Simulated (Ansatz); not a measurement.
# Run report: Mg8S7 (charge +2), geometry relaxation (part 1 of 3)

System: Mg8S7 (defect cell, 15 atoms in the cell, total charge +2).
Method: DFT PBEsol, scalar-relativistic, plane waves, PAW, no spin polarisation (Ansatz 0.2.0).

The structure derives from a Materials Project entry. It belongs to a series of runs on one base structure; here: atom 12 (S) set half-way to the vacancy, atoms relaxed in the symmetry of that start. Figures and captions count atoms from 1; the log counts them from 0 in places.

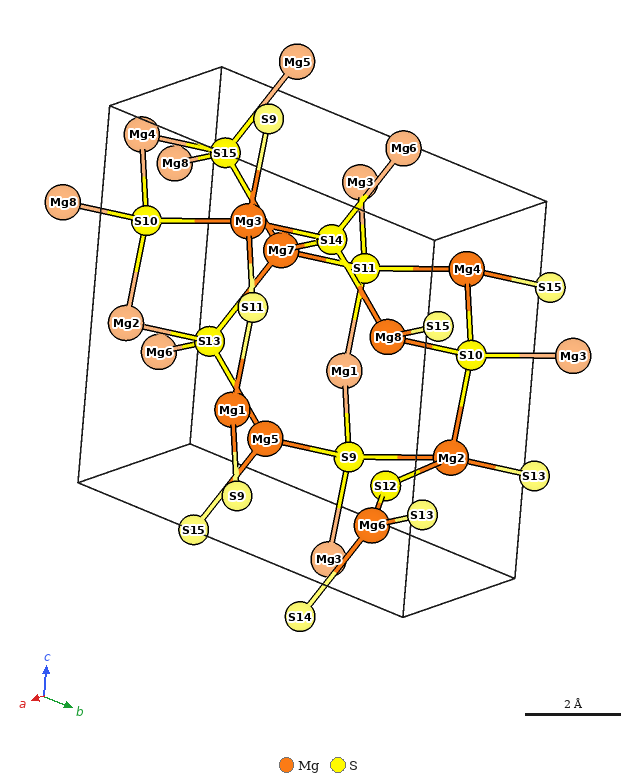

*The input geometry (ball-and-stick view of the cell of the calculation, seen slightly off an axis; neighbours outside the cell are drawn fainter; atoms are numbered from 1 in the order of the input).*

Input file
```yaml
crystal:
  lattice:
    - [4.0287906947, 0.0, -6.4151922106]
    - [4.0287906947, 0.0, 6.4151922106]
    - [-4.0287906947, -6.9780701763, 0.0]
  atoms:
    - { symbol: Mg, position: [0.9185351731, 0.4147981602, 0.3333333333] }
    - { symbol: Mg, position: [0.4185351731, 0.9147981602, 0.3333333333] }
    - { symbol: Mg, position: [0.9185351731, 0.4147981602, 0.8333333333] }
    - { symbol: Mg, position: [0.4185351731, 0.9147981602, 0.8333333333] }
    - { symbol: Mg, position: [0.3352018398, 0.3314648269, 0.1666666667] }
    - { symbol: Mg, position: [0.8352018398, 0.8314648269, 0.1666666667] }
    - { symbol: Mg, position: [0.3352018398, 0.3314648269, 0.6666666667] }
    - { symbol: Mg, position: [0.8352018398, 0.8314648269, 0.6666666667] }
    - { symbol: S, position: [0.1439653269, 0.5227013398, 0.1666666667] }
    - { symbol: S, position: [0.6439653269, 0.0227013398, 0.6666666667] }
    - { symbol: S, position: [0.1439653269, 0.5227013398, 0.6666666667] }
    - { symbol: S, position: [0.6856319936, 0.8143680064, 0.25] }
    - { symbol: S, position: [0.2272986602, 0.1060346731, 0.3333333333] }
    - { symbol: S, position: [0.7272986602, 0.6060346731, 0.8333333333] }
    - { symbol: S, position: [0.2272986602, 0.1060346731, 0.8333333333] }
total_charge: 2
basis:
  ecutwfc: 420
kpoints:
  mp_grid: { grid: [4, 4, 4] }
hamiltonian:
  xc: pbesol
scf:
  occupations: { method: gaussian, width: 0.05 }
output:
  forces: true
  stress: true
  eigenvalues: true
  write_density: true
  write_potential: true
  elf: true
  volumetric_format: npy
relax:
  adjacent_minimum: "off"
  f_tol: 0.02
  max_steps: 60
  escape_saddle: false
```

Run as:
```bash
ansatz run input.yaml --threads 4 --pin off --max-ram 9216MiB --backend cpu --events-out ev --progress --plain --runs-dir out
```

Log
```
Warning: output.stress: scf.convergence.dr2_threshold = 1e-7 eV (the SCF's general default) is looser than the 1.5e-9 eV advised for a printed stress (1e-10 eV for each atom of the cell: 15). What an SCF threshold leaves in a stress goes as its square root, and in the free energy as the threshold itself, and one threshold admits the most on a small cell: of the crystals measured, under no hybrid functional and no lock of the moments, on runs that ended without the residual-converged pass, on stresses that held no estimate of that error, the worst erred by over 100 MPa in a component at 1e-7 eV an atom and by under 5 at 1e-10. Every solve of this run answers to scf.convergence.dr2_threshold, and the tensor of one is reported: a single SCF on the reported geometry and on this run's grids (its basis.xc_grid and basis.ecutrho_ratio typed), with scf.convergence.dr2_threshold at 1.5e-9 eV or tighter, prints it and tightens no other solve. Else set scf.convergence.dr2_threshold to 1.5e-9 eV or tighter. The threshold is an SCF's pass mark: one that does not reach it within its budget of iterations ends unconverged, or closes short of it on a stop that the run arms, and scf.convergence.dr2_threshold's page says what that costs each kind of run
Engine: ansatz 0.2.0, aarch64-unknown-linux-gnu
Pseudopotentials: kind: paw
Pseudopotential: Mg, paw, valence charge 10, recommended cutoff 420 eV (normal), Mg.paw.azcp
Pseudopotential: S, paw, valence charge 6, recommended cutoff 420 eV (normal), S.paw.azcp
Functional definition: PBEsol
  exchange = pbesol_x
  correlation = pbesol_c
Crystal: 15 atoms, lattice volume = 360.703 Å³
Basis set: ecut = 420 eV, 7111 PW (Γ), exchange–correlation on 108×108×108 points (8 copies of the dense FFT grid, shifted against one another)
Bands: 75, of which v1, the nominal top of the filled ones, is band 60 counted from 1 (59 counted from 0)
Symmetry: 1 space group operations
Space group: P1 (ITA 1), of the structure as read, at distance tolerance 7.1e-5 Å
k-points: 36 of 64 (time reversal used)
Non-local potential: Mg, projectors of the file, l = 0: 3, l = 1: 2, l = 2: 1
Non-local potential: S, projectors of the file, l = 0: 2, l = 1: 2, l = 2: 2
PAW form: soft (Blöchl's): semilocal exchange-correlation on the pseudo side does not see the compensation charge
PAW frozen core: Mg, regenerated for the run's functional, and the local potential with it (the file was generated under x = pbe(κ = 0.804, μ = 0.2195149727645171), c = pbe(β = 0.06672455060314922))
PAW frozen core: S, regenerated for the run's functional, and the local potential with it (the file was generated under x = pbe(κ = 0.804, μ = 0.2195149727645171), c = pbe(β = 0.06672455060314922))
PAW one-centre angular grid: Mg, 110 points (default); XC on 64 Gauss nodes
PAW one-centre angular grid: S, 110 points (default); XC on 64 Gauss nodes
Initial density: superposition of atomic densities (neutral atoms scaled as one to the charged cell's electrons: chi_scale 0, normalization atom), corrected by the library's trained network
Initial wavefunctions: pseudopotential atomic-orbital guess
Functional: x = pbesol(κ = 0.804, μ = 0.12345679012345678), c = pbesol(β = 0.046)
SCF iter   1: F=—  HF=-21506.296895 eV  |F-HF|=—  |Δ(HF+E_count)|=         —  Δρ=3.27e-2  dr2=5.34e0  ethr=1.77e-3  ⟨swp⟩=6.4  Hψ=10814  notcnv=0  defer=161
preconditioner: auto → Resta (q_TF=auto, 2.271 Å⁻¹)  ε∞=3.6  [insulator: Δε(μ)=1.116 eV  Ē_g=9.105 eV  σ=0.050 eV  W_gap=1.00  n_scr=70 (ndim 8)  ℏωp=14.6 eV  f_vac=0.018  D(μ)=0.00/eV (n_scr^D=0)  ε∞_Penn≈3.6]
SCF iter   2: F=—  HF=-21504.626832 eV  |F-HF|=—  |Δ(HF+E_count)|=    1.67e0  Δρ=1.57e-2  dr2=1.81e0  ethr=1.77e-3  ⟨swp⟩=3.6  Hψ=5364  notcnv=0  defer=336
SCF iter   3: F=—  HF=-21503.916349 eV  |F-HF|=—  |Δ(HF+E_count)|=   7.10e-1  Δρ=3.15e-3  dr2=9.91e-2  ethr=1.50e-3  ⟨swp⟩=3.3  Hψ=3736  notcnv=0  defer=330
SCF iter   4: F=—  HF=-21503.895109 eV  |F-HF|=—  |Δ(HF+E_count)|=   2.12e-2  Δρ=1.11e-3  dr2=8.90e-3  ethr=8.26e-5  ⟨swp⟩=2.7  Hψ=4182  notcnv=0  defer=335
SCF iter   5: F=—  HF=-21503.895254 eV  |F-HF|=—  |Δ(HF+E_count)|=   1.45e-4  Δρ=5.32e-4  dr2=1.80e-3  ethr=7.42e-6  ⟨swp⟩=2.0  Hψ=4058  notcnv=0  defer=335
SCF iter   6: F=—  HF=-21503.895364 eV  |F-HF|=—  |Δ(HF+E_count)|=   1.10e-4  Δρ=1.17e-4  dr2=6.93e-5  ethr=1.50e-6  ⟨swp⟩=2.0  Hψ=3311  notcnv=0  defer=335
SCF iter   7: F=-21503.895397 eV  HF=-21503.895397 eV  |F-HF|=3.83e-8  |Δ(HF+E_count)|=   3.26e-5  Δρ=3.72e-5  dr2=9.11e-6  ethr=8.33e-9  ⟨swp⟩=19.9  Hψ=30352  notcnv=0
SCF 1 converged in 7 iterations: F = -21503.895397 eV  dr2 = 9.11e-6
  greatest PAW one-centre occupation: 1.013 electrons in one spin orbital (limit 2), on the Mg atom at site 5 (counted from 0), in its partial waves of l = 1
relax step   1: F+E_penalty+E_count = -21503.89539664 eV  Δ(F+E_penalty+E_count) = +0.000e0 eV  max|allowed force component| = 3.281e1 eV/Å  Δτ_max = 0.0000 Å  (7 SCF iters, dr2 threshold 1.00e-5 eV, accepted)
Initial density: handed on by an earlier stage of this run
Initial wavefunctions: those handed on with the density
iter 1 solved again at ethr=8.61e-4 eV; its pass at ethr=3.10e-3 eV (dr2=1.03e0 eV) is discarded
SCF iter   1: F=—  HF=-21514.384278 eV  |F-HF|=—  |Δ(HF+E_count)|=         —  Δρ=2.11e-2  dr2=1.04e0  ethr=8.61e-4  ⟨swp⟩=1.0  Hψ=11480  notcnv=0  defer=329
preconditioner: auto → Resta (q_TF=auto, 2.271 Å⁻¹)  ε∞=3.6  [insulator: Δε(μ)=1.168 eV  Ē_g=9.125 eV  σ=0.050 eV  W_gap=1.00  n_scr=70 (ndim 8)  ℏωp=14.6 eV  f_vac=0.104  D(μ)=0.00/eV (n_scr^D=0)  ε∞_Penn≈3.6]
SCF iter   2: F=—  HF=-21514.168302 eV  |F-HF|=—  |Δ(HF+E_count)|=   2.16e-1  Δρ=1.05e-2  dr2=2.19e-1  ethr=8.61e-4  ⟨swp⟩=2.1  Hψ=3084  notcnv=0  defer=329
SCF iter   3: F=—  HF=-21514.150282 eV  |F-HF|=—  |Δ(HF+E_count)|=   1.80e-2  Δρ=1.49e-3  dr2=8.77e-3  ethr=1.82e-4  ⟨swp⟩=2.9  Hψ=5310  notcnv=0  defer=341
SCF iter   4: F=—  HF=-21514.152720 eV  |F-HF|=—  |Δ(HF+E_count)|=   2.44e-3  Δρ=4.29e-4  dr2=1.08e-3  ethr=7.31e-6  ⟨swp⟩=2.0  Hψ=3152  notcnv=0  defer=341
SCF iter   5: F=—  HF=-21514.153296 eV  |F-HF|=—  |Δ(HF+E_count)|=   5.76e-4  Δρ=1.23e-4  dr2=1.60e-4  ethr=9.00e-7  ⟨swp⟩=2.0  Hψ=3138  notcnv=0  defer=341
SCF iter   6: F=-21514.153363 eV  HF=-21514.153360 eV  |F-HF|=3.35e-6  |Δ(HF+E_count)|=   6.44e-5  Δρ=3.88e-5  dr2=1.21e-5  ethr=8.33e-8  ⟨swp⟩=16.5  Hψ=24502  notcnv=0
SCF 2 converged in 6 iterations: F = -21514.153363 eV  dr2 = 1.21e-5
[... from here on the iterations of each SCF are left out, up to the last one ...]
relax step   2: F+E_penalty+E_count = -21514.15336347 eV  Δ(F+E_penalty+E_count) = -1.026e1 eV  max|allowed force component| = 1.040e1 eV/Å  Δτ_max = 0.1947 Å  (6 SCF iters, dr2 threshold 1.00e-4 eV, accepted)
preconditioner: auto → Resta (q_TF=auto, 2.271 Å⁻¹)  ε∞=3.6  [insulator: Δε(μ)=1.212 eV  Ē_g=9.117 eV  σ=0.050 eV  W_gap=1.00  n_scr=70 (ndim 8)  ℏωp=14.6 eV  f_vac=0.096  D(μ)=0.00/eV (n_scr^D=0)  ε∞_Penn≈3.6]
SCF 3 converged in 6 iterations: F = -21516.822208 eV  dr2 = 4.08e-6
relax step   3: F+E_penalty+E_count = -21516.82220829 eV  Δ(F+E_penalty+E_count) = -2.669e0 eV  max|allowed force component| = 2.976e0 eV/Å  Δτ_max = 0.1943 Å  (6 SCF iters, dr2 threshold 1.00e-4 eV, accepted)
preconditioner: auto → Resta (q_TF=auto, 2.271 Å⁻¹)  ε∞=3.6  [insulator: Δε(μ)=1.488 eV  Ē_g=9.157 eV  σ=0.050 eV  W_gap=1.00  n_scr=70 (ndim 8)  ℏωp=14.6 eV  f_vac=0.097  D(μ)=0.00/eV (n_scr^D=0)  ε∞_Penn≈3.6]
SCF 4 converged in 5 iterations: F = -21517.569468 eV  dr2 = 3.45e-5
relax step   4: F+E_penalty+E_count = -21517.56946777 eV  Δ(F+E_penalty+E_count) = -7.473e-1 eV  max|allowed force component| = 9.171e-1 eV/Å  Δτ_max = 0.1947 Å  (5 SCF iters, dr2 threshold 1.00e-4 eV, accepted)
preconditioner: auto → Resta (q_TF=auto, 2.271 Å⁻¹)  ε∞=3.5  [insulator: Δε(μ)=1.730 eV  Ē_g=9.195 eV  σ=0.050 eV  W_gap=1.00  n_scr=70 (ndim 8)  ℏωp=14.6 eV  f_vac=0.104  D(μ)=0.00/eV (n_scr^D=0)  ε∞_Penn≈3.5]
SCF 5 converged in 6 iterations: F = -21517.909621 eV  dr2 = 4.39e-6
relax step   5: F+E_penalty+E_count = -21517.90962135 eV  Δ(F+E_penalty+E_count) = -3.402e-1 eV  max|allowed force component| = 3.869e-1 eV/Å  Δτ_max = 0.1948 Å  (6 SCF iters, dr2 threshold 6.88e-5 eV, accepted)
preconditioner: auto → Resta (q_TF=auto, 2.271 Å⁻¹)  ε∞=3.5  [insulator: Δε(μ)=1.631 eV  Ē_g=9.178 eV  σ=0.050 eV  W_gap=1.00  n_scr=70 (ndim 8)  ℏωp=14.6 eV  f_vac=0.103  D(μ)=0.00/eV (n_scr^D=0)  ε∞_Penn≈3.5]
SCF 6 converged in 6 iterations: F = -21518.045352 eV  dr2 = 3.93e-6
relax step   6: F+E_penalty+E_count = -21518.04535177 eV  Δ(F+E_penalty+E_count) = -1.357e-1 eV  max|allowed force component| = 1.882e-1 eV/Å  Δτ_max = 0.2000 Å  (6 SCF iters, dr2 threshold 1.42e-5 eV, accepted)
preconditioner: auto → Resta (q_TF=auto, 2.271 Å⁻¹)  ε∞=3.5  [insulator: Δε(μ)=1.682 eV  Ē_g=9.183 eV  σ=0.050 eV  W_gap=1.00  n_scr=70 (ndim 8)  ℏωp=14.6 eV  f_vac=0.102  D(μ)=0.00/eV (n_scr^D=0)  ε∞_Penn≈3.5]
SCF 7 converged in 6 iterations: F = -21518.135832 eV  dr2 = 5.90e-6
relax step   7: F+E_penalty+E_count = -21518.13583231 eV  Δ(F+E_penalty+E_count) = -9.048e-2 eV  max|allowed force component| = 2.520e-1 eV/Å  Δτ_max = 0.1962 Å  (6 SCF iters, dr2 threshold 6.30e-6 eV, accepted)
preconditioner: auto → Resta (q_TF=auto, 2.271 Å⁻¹)  ε∞=3.5  [insulator: Δε(μ)=1.715 eV  Ē_g=9.180 eV  σ=0.050 eV  W_gap=1.00  n_scr=70 (ndim 8)  ℏωp=14.6 eV  f_vac=0.101  D(μ)=0.00/eV (n_scr^D=0)  ε∞_Penn≈3.5]
SCF 8 converged in 6 iterations: F = -21518.250036 eV  dr2 = 3.73e-6
relax step   8: F+E_penalty+E_count = -21518.25003560 eV  Δ(F+E_penalty+E_count) = -1.142e-1 eV  max|allowed force component| = 4.044e-1 eV/Å  Δτ_max = 0.1973 Å  (6 SCF iters, dr2 threshold 1.50e-5 eV, accepted)
preconditioner: auto → Resta (q_TF=auto, 2.271 Å⁻¹)  ε∞=3.5  [insulator: Δε(μ)=1.878 eV  Ē_g=9.203 eV  σ=0.050 eV  W_gap=1.00  n_scr=70 (ndim 8)  ℏωp=14.6 eV  f_vac=0.106  D(μ)=0.00/eV (n_scr^D=0)  ε∞_Penn≈3.5]
SCF 9 converged in 6 iterations: F = -21518.400297 eV  dr2 = 3.84e-6
relax step   9: F+E_penalty+E_count = -21518.40029677 eV  Δ(F+E_penalty+E_count) = -1.503e-1 eV  max|allowed force component| = 5.687e-1 eV/Å  Δτ_max = 0.1956 Å  (6 SCF iters, dr2 threshold 1.00e-4 eV, accepted)
preconditioner: auto → Resta (q_TF=auto, 2.271 Å⁻¹)  ε∞=3.5  [insulator: Δε(μ)=2.046 eV  Ē_g=9.229 eV  σ=0.050 eV  W_gap=1.00  n_scr=70 (ndim 8)  ℏωp=14.6 eV  f_vac=0.110  D(μ)=0.00/eV (n_scr^D=0)  ε∞_Penn≈3.5]
SCF 10 converged in 6 iterations: F = -21518.566509 eV  dr2 = 2.60e-6
relax step  10: F+E_penalty+E_count = -21518.56650878 eV  Δ(F+E_penalty+E_count) = -1.662e-1 eV  max|allowed force component| = 4.649e-1 eV/Å  Δτ_max = 0.1922 Å  (6 SCF iters, dr2 threshold 1.00e-4 eV, accepted)
preconditioner: auto → Resta (q_TF=auto, 2.271 Å⁻¹)  ε∞=3.5  [insulator: Δε(μ)=2.300 eV  Ē_g=9.289 eV  σ=0.050 eV  W_gap=1.00  n_scr=70 (ndim 8)  ℏωp=14.6 eV  f_vac=0.115  D(μ)=0.00/eV (n_scr^D=0)  ε∞_Penn≈3.5]
SCF 11 converged in 6 iterations: F = -21518.587647 eV  dr2 = 3.84e-6
relax step  11: F+E_penalty+E_count = -21518.58764706 eV  Δ(F+E_penalty+E_count) = -2.114e-2 eV  max|allowed force component| = 8.776e-1 eV/Å  Δτ_max = 0.1901 Å  (6 SCF iters, dr2 threshold 1.00e-4 eV, accepted)
preconditioner: auto → Resta (q_TF=auto, 2.271 Å⁻¹)  ε∞=3.5  [insulator: Δε(μ)=2.289 eV  Ē_g=9.329 eV  σ=0.050 eV  W_gap=1.00  n_scr=70 (ndim 8)  ℏωp=14.6 eV  f_vac=0.116  D(μ)=0.00/eV (n_scr^D=0)  ε∞_Penn≈3.5]
SCF 12 converged in 6 iterations: F = -21518.695565 eV  dr2 = 4.58e-6
relax step  12: F+E_penalty+E_count = -21518.69556462 eV  Δ(F+E_penalty+E_count) = -1.079e-1 eV  max|allowed force component| = 3.025e-1 eV/Å  Δτ_max = 0.2000 Å  (6 SCF iters, dr2 threshold 1.00e-4 eV, accepted)
preconditioner: auto → Resta (q_TF=auto, 2.271 Å⁻¹)  ε∞=3.4  [insulator: Δε(μ)=2.359 eV  Ē_g=9.369 eV  σ=0.050 eV  W_gap=1.00  n_scr=70 (ndim 8)  ℏωp=14.6 eV  f_vac=0.121  D(μ)=0.00/eV (n_scr^D=0)  ε∞_Penn≈3.4]
SCF 13 converged in 6 iterations: F = -21518.722795 eV  dr2 = 3.97e-6
relax step  13: F+E_penalty+E_count = -21518.72279518 eV  Δ(F+E_penalty+E_count) = -2.723e-2 eV  max|allowed force component| = 3.901e-2 eV/Å  Δτ_max = 0.1671 Å  (6 SCF iters, dr2 threshold 1.09e-5 eV, accepted)
preconditioner: auto → Resta (q_TF=auto, 2.271 Å⁻¹)  ε∞=3.4  [insulator: Δε(μ)=2.194 eV  Ē_g=9.352 eV  σ=0.050 eV  W_gap=1.00  n_scr=70 (ndim 8)  ℏωp=14.6 eV  f_vac=0.119  D(μ)=0.00/eV (n_scr^D=0)  ε∞_Penn≈3.4]
SCF 14 converged in 8 iterations: F = -21518.719169 eV  dr2 = 4.05e-8
relax step  14: F+E_penalty+E_count = -21518.71916902 eV  Δ(F+E_penalty+E_count) = +3.626e-3 eV  max|allowed force component| = 1.153e-1 eV/Å  Δτ_max = 0.1280 Å  (8 SCF iters, rejected (line search))
preconditioner: auto → Resta (q_TF=auto, 2.271 Å⁻¹)  ε∞=3.4  [insulator: Δε(μ)=2.373 eV  Ē_g=9.370 eV  σ=0.050 eV  W_gap=1.00  n_scr=70 (ndim 8)  ℏωp=14.6 eV  f_vac=0.123  D(μ)=0.00/eV (n_scr^D=0)  ε∞_Penn≈3.4]
SCF 15 converged in 7 iterations: F = -21518.726458 eV  dr2 = 9.58e-8
relax step  15: F+E_penalty+E_count = -21518.72645825 eV  Δ(F+E_penalty+E_count) = -3.663e-3 eV  max|allowed force component| = 7.160e-3 eV/Å  Δτ_max = 0.0640 Å  (7 SCF iters, accepted)
SCF iter   1: F=—  HF=-21518.732464 eV  |F-HF|=—  |Δ(HF+E_count)|=         —  Δρ=4.39e-3  dr2=3.30e-2  ethr=2.98e-4  ⟨swp⟩=4.9  Hψ=5774  notcnv=0  defer=291
preconditioner: auto → Resta (q_TF=auto, 2.271 Å⁻¹)  ε∞=3.4  [insulator: Δε(μ)=2.335 eV  Ē_g=9.370 eV  σ=0.050 eV  W_gap=1.00  n_scr=70 (ndim 8)  ℏωp=14.6 eV  f_vac=0.121  D(μ)=0.00/eV (n_scr^D=0)  ε∞_Penn≈3.4]
SCF iter   2: F=—  HF=-21518.727627 eV  |F-HF|=—  |Δ(HF+E_count)|=   4.84e-3  Δρ=2.29e-3  dr2=9.15e-3  ethr=2.75e-5  ⟨swp⟩=1.0  Hψ=3132  notcnv=0  defer=291
SCF iter   3: F=—  HF=-21518.727264 eV  |F-HF|=—  |Δ(HF+E_count)|=   3.62e-4  Δρ=1.86e-4  dr2=1.63e-4  ethr=7.62e-6  ⟨swp⟩=2.8  Hψ=4246  notcnv=0  defer=291
SCF iter   4: F=—  HF=-21518.727369 eV  |F-HF|=—  |Δ(HF+E_count)|=   1.04e-4  Δρ=5.65e-5  dr2=2.30e-5  ethr=1.36e-7  ⟨swp⟩=2.0  Hψ=3188  notcnv=0  defer=291
SCF iter   5: F=—  HF=-21518.727407 eV  |F-HF|=—  |Δ(HF+E_count)|=   3.87e-5  Δρ=1.73e-5  dr2=2.19e-6  ethr=1.91e-8  ⟨swp⟩=2.0  Hψ=4279  notcnv=0  defer=291
SCF iter   6: F=—  HF=-21518.727412 eV  |F-HF|=—  |Δ(HF+E_count)|=   4.49e-6  Δρ=6.51e-6  dr2=3.72e-7  ethr=1.82e-9  ⟨swp⟩=2.0  Hψ=4531  notcnv=0  defer=291
SCF iter   7: F=-21518.727413 eV  HF=-21518.727413 eV  |F-HF|=1.77e-7  |Δ(HF+E_count)|=   9.84e-7  Δρ=2.34e-6  dr2=5.23e-8  ethr=8.33e-11  ⟨swp⟩=16.9  Hψ=20676  notcnv=0
SCF 16 converged in 7 iterations: F = -21518.727413 eV  dr2 = 5.23e-8
relax step  16: F+E_penalty+E_count = -21518.72741300 eV  Δ(F+E_penalty+E_count) = -9.547e-4 eV  max|allowed force component| = 1.899e-2 eV/Å  Δτ_max = 0.0593 Å  (7 SCF iters, accepted)
```

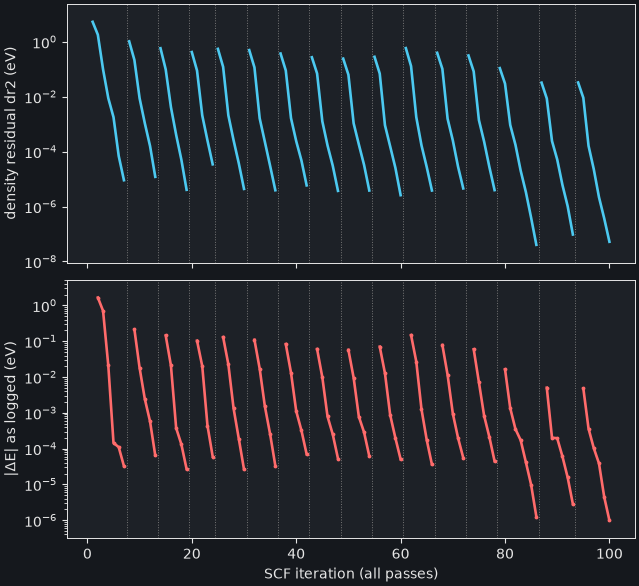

*Convergence of the self-consistent field: density residual dr2 and size of the energy change against the SCF iteration. The dotted lines part the SCF passes of the relaxation: geometry steps, rejected trials and re-solves on a re-selected basis.*

The 16 passes take 5 to 8 iterations each, 100 in all.
